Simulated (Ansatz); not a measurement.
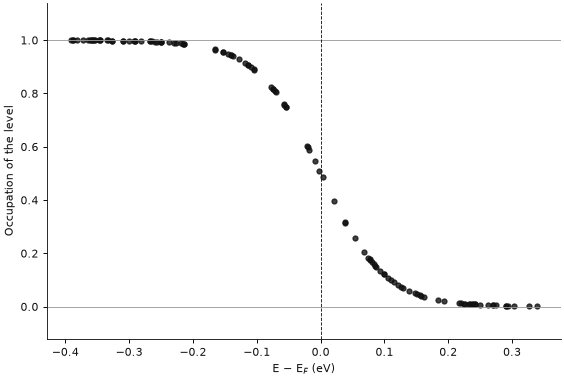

Occupations of the one-electron levels of the k mesh against their energy, from a run on AlRu, space group P4/mmm, 2 atoms in the cell, with Ansatz.

### Which smearing scheme was used (Fermi-Dirac, Gaussian, Methfessel-Paxton or cold), and about what width?

Fermi-Dirac smearing with a width of 0.05 eV. The occupations stay between 0 and 1 and have long exponential tails; the slope at the Fermi level is 1/(4 × width).
